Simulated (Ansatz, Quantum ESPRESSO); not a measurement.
**LiF (Griceite): the LO frequency by hand**

How high does the longitudinal optical mode of LiF (Griceite) lie, given the transverse one, the Born charge and ε∞?

Main program and level: Quantum ESPRESSO 7.5; DFT PBE, scalar-relativistic, plane waves, PseudoDojo norm-conserving pseudopotentials.

## (1) The relaxed structure

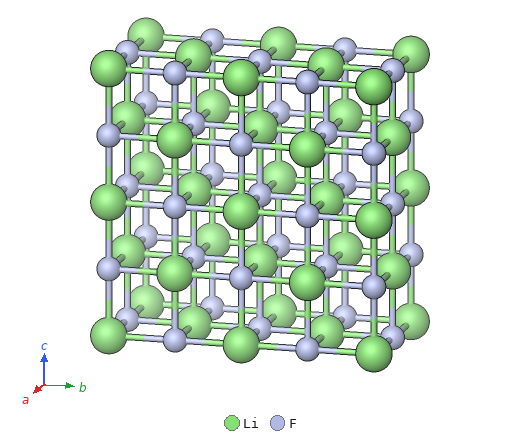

The starting structure, seen slightly off an axis (lithium green, fluorine light blue). 1×2×2 cells are drawn. This picture shows the conventional cell, with its axes. Some periodic images of atoms are drawn too.

Coordinates:

```cif
data_structure
_symmetry_space_group_name_H-M 'Fm-3m'
_symmetry_Int_Tables_number 225
_cell_length_a 4.0606
_cell_length_b 4.0606
_cell_length_c 4.0606
_cell_angle_alpha 90.000
_cell_angle_beta 90.000
_cell_angle_gamma 90.000
_cell_volume 66.95
loop_
_atom_site_label
_atom_site_type_symbol
_atom_site_symmetry_multiplicity
_atom_site_Wyckoff_symbol
_atom_site_fract_x
_atom_site_fract_y
_atom_site_fract_z
_atom_site_occupancy
Li1 Li 4 a 0.00000 0.00000 0.00000 1
F1 F 4 b 0.00000 0.50000 0.00000 1
```

This is the cell after its relaxation at this level of theory, not the database cell from which that began.

## (2) What the response run gave

A linear-response run on the relaxed cell, with the response to an electric field; only its zone-centre results are used. Cutoff 84 Ry, k mesh 8×8×8.

Log:

```text
[banners, grids, parts of the stress and lines that vanish by symmetry left out]
Program PHONON v.7.5
     Reading xml data from directory:

[...]
Exchange-correlation= PBE
                           (   1   4   3   4   0   0   0)
[...]
(   8 q-points):
[...]
kinetic-energy cut-off    =      84.0000  Ry
     charge density cut-off    =     336.0000  Ry
     convergence threshold     =      1.0E-18
[...]
Exchange-correlation= PBE
                           (   1   4   3   4   0   0   0)
[...]
q = (   0.0000000   0.0000000   0.0000000 )
     49 Sym.Ops. (with q -> -q+G )
     G cutoff =  501.1277  (  11791 G-vectors)     FFT grid: ( 32, 32, 32)
     number of k points=    29
[...]
Mode symmetry, O_h (m-3m)  point group:
[...]
Dielectric constant
[...]
End of electric fields calculation
          Dielectric constant in cartesian axis
          (       2.043775753      -0.000000000      -0.000000000 )
          (      -0.000000000       2.043775753       0.000000000 )
          (       0.000000000       0.000000000       2.043775753 )
          Effective charges (d Force / dE) in cartesian axis without acoustic sum rule applied (asr)
           atom    1  Li    Mean Z*:        1.05471
      Ex  (        1.05471        0.00000       -0.00000 )
      Ey  (        0.00000        1.05471        0.00000 )
      Ez  (       -0.00000       -0.00000        1.05471 )
           atom    2  F     Mean Z*:       -1.05424
      Ex  (       -1.05424        0.00000        0.00000 )
      Ey  (       -0.00000       -1.05424        0.00000 )
      Ez  (        0.00000        0.00000       -1.05424 )
          Effective charges Sum: Mean:        0.00047
[...]
Effective charges (d Force / dE) in cartesian axis with asr applied:
           atom    1  Li    Mean Z*:        1.05447
[...]
atom    2  F     Mean Z*:       -1.05447
[...]
Representation #   1 modes #   1   2   3
[...]
End of self-consistent calculation
     Convergence has been achieved
     Representation #   2 modes #   4   5   6
[...]
End of self-consistent calculation
     Convergence has been achieved
[...]
Dielectric constant in cartesian axis
          (       2.043775753      -0.000000000      -0.000000000 )
          (      -0.000000000       2.043775753       0.000000000 )
          (       0.000000000       0.000000000       2.043775753 )
          Effective charges (d Force / dE) in cartesian axis without acoustic sum rule applied (asr)
           atom    1  Li    Mean Z*:        1.05471
[...]
Mode symmetry, C_s (m)     point group:
[...]
q = (    0.750000000  -0.250000000   0.750000000 )
[...]
Mode symmetry, C_s (m)     point group:
     freq (   1-   1) =        219.2  [cm-1]   --> A''
     freq (   2-   2) =        254.7  [cm-1]   --> A'
     freq (   3-   3) =        288.5  [cm-1]   --> A''
     freq (   4-   4) =        316.9  [cm-1]   --> A'
     freq (   5-   5) =        341.1  [cm-1]   --> A'
     freq (   6-   6) =        487.9  [cm-1]   --> A'
[...]
Mode symmetry, C_2v (mm2)  point group:
[...]
q = (    0.500000000   0.000000000   0.500000000 )
[...]
Mode symmetry, C_2v (mm2)  point group:
     freq (   1-   1) =        186.4  [cm-1]   --> B_1  D_3  S_3
     freq (   2-   2) =        259.6  [cm-1]   --> B_2  D_4  S_4
     freq (   3-   3) =        269.0  [cm-1]   --> B_1  D_3  S_3
     freq (   4-   4) =        306.4  [cm-1]   --> A_1  D_1  S_1
     freq (   5-   5) =        329.3  [cm-1]   --> B_2  D_4  S_4
     freq (   6-   6) =        526.2  [cm-1]   --> A_1  D_1  S_1
[...]
Mode symmetry, D_4h(4/mmm) point group:
[...]
Convergence has been achieved
[...]
Convergence has been achieved
[...]
Convergence has been achieved
[...]
Convergence has been achieved
[...]
q = (    0.000000000  -1.000000000   0.000000000 )
[...]
freq (    5) =       9.889309 [THz] =     329.871829 [cm-1]
     freq (    6) =      13.405442 [THz] =     447.157420 [cm-1]
[...]
Mode symmetry, D_4h(4/mmm) point group:
     freq (   1-   2) =        240.4  [cm-1]   --> E_u  X_5' M_5'
     freq (   3-   4) =        311.5  [cm-1]   --> E_u  X_5' M_5'
     freq (   5-   5) =        329.9  [cm-1]   --> A_2u X_4' M_4'
     freq (   6-   6) =        447.2  [cm-1]   --> A_2u X_4' M_4'
[...]
Mode symmetry, D_2d (-42m) point group:
[...]
Representation #   1 mode #   1
[...]
Convergence has been achieved
     Representation #   2 mode #   2
[...]
Convergence has been achieved
     Representation #   3 modes #   3   4
[...]
End of self-consistent calculation
     Convergence has been achieved
     Representation #   4 modes #   5   6
[...]
End of self-consistent calculation
     Convergence has been achieved
[...]
q = (   -0.500000000  -1.000000000   0.000000000 )
[...]
freq (    1) =       7.744994 [THz] =     258.345190 [cm-1]
     freq (    2) =       8.986701 [THz] =     299.764094 [cm-1]
     freq (    3) =       8.986701 [THz] =     299.764094 [cm-1]
     freq (    4) =      10.472269 [THz] =     349.317288 [cm-1]
     freq (    5) =      11.371918 [THz] =     379.326347 [cm-1]
     freq (    6) =      11.371918 [THz] =     379.326347 [cm-1]
[...]
Mode symmetry, D_2d (-42m) point group:
     freq (   1-   1) =        258.3  [cm-1]   --> A_1  X_1  W_1
     freq (   2-   3) =        299.8  [cm-1]   --> E    X_5  W_3
     freq (   4-   4) =        349.3  [cm-1]   --> B_2  X_3  W_2
     freq (   5-   6) =        379.3  [cm-1]   --> E    X_5  W_3

   JOB DONE.
```

| quantity | value |
| --- | --- |
| cell volume Ω (Å³) | 16.738 |
| mass of Li (u) | 6.940 |
| mass of F (u) | 18.998 |
| Born charge of Li, raw (e) | 1.055 |
| Born charge of F, raw (e) | -1.054 |
| ε∞ | 2.044 |
| ω(TO) after the sum rule (cm⁻¹) | 270.3 |

## (3) The calculation

The charges must sum to zero over the cell; taking off their mean, 0.000 e, leaves Z* = 1.054 e on Li. In the polar mode Li moves against F, so the reduced mass is μ = 6.94 × 19.00 / 25.94 = 5.083 u.

A longitudinal wave builds up a field that adds to the restoring force: ω(LO)² = ω(TO)² + 4π Z*² / (μ Ω ε∞), in Hartree atomic units. With μ = 9266 electron masses and Ω = 112.95 bohr³ the second term is 6.5319e-06 Ha², or 314634 cm⁻² (1 Ha = 219474.6 cm⁻¹).

So ω(LO) = √(73078 + 314634) = 622.7 cm⁻¹, and by the Lyddane-Sachs-Teller relation ε₀ = ε∞ (ω(LO)/ω(TO))² = 10.84.

## (4) Check against the program

The analysis program adds the same non-analytic term to the full matrix, here for q along (1 0 0).

Log:

```text
[banner, memory and clock lines left out]
Program DYNMAT v.7.5

     Reading Dynamical Matrix from file x.dyn1
     ...Force constants read
     ...epsilon and Z* read

     Polarizability (A^3 units)
     multiply by 0.741881 for Clausius-Mossotti correction
         1.390254   -0.000000    0.000000
        -0.000000    1.390254    0.000000
        -0.000000    0.000000    1.390254

     IR activities are in (D/A)^2/amu units

# mode   [cm-1]    [THz]      IR
    1     -0.00   -0.0000    0.0000
    2     -0.00   -0.0000    0.0000
    3      0.00    0.0000    0.0000
    4    270.33    8.1042    5.0467
    5    270.33    8.1042    5.0467
    6    622.68   18.6674    5.0467
```

ε₀ comes from the program's run without a direction of q.

| quantity | by hand | program |
| --- | --- | --- |
| ω(LO) (cm⁻¹) | 622.7 | 622.7 |
| ε₀ | 10.84 | 10.84 |

## (5) What came out

```yaml
to_mode: 270.3 cm⁻¹
lo_mode: 622.7 cm⁻¹
static_dielectric_constant: 10.84
```

What this shows: The LO mode of LiF (Griceite) lies at 623 cm⁻¹, 352 cm⁻¹ above the TO mode; the formula meets the program within 0.1 cm⁻¹, as it must for a cubic crystal with one polar mode. ω(LO)² − ω(TO)² goes with Z*²/ε∞: an error of 5 % in ε∞ would move the LO mode by 12.1 cm⁻¹, and semilocal functionals tend to overestimate ε∞. The acoustic modes of the response miss zero by 14 cm⁻¹, a numerical error that can touch the optical modes as well. These are harmonic values at zero temperature, at the volume of this functional, for the structure held cubic; stability elsewhere in the zone is no part of this calculation.

[Host names and launcher messages were left out of these logs when they were recorded.]

[Logs are printed without paths, hosts, clocks, repeated set-up lines and the standing remarks that a program may print on its own settings, such as how far it seeks lower states.]

[Hosts, paths, dates, database ids (printed as entryN), source tags and the programs' standing remarks are cut or masked in the printed files.]
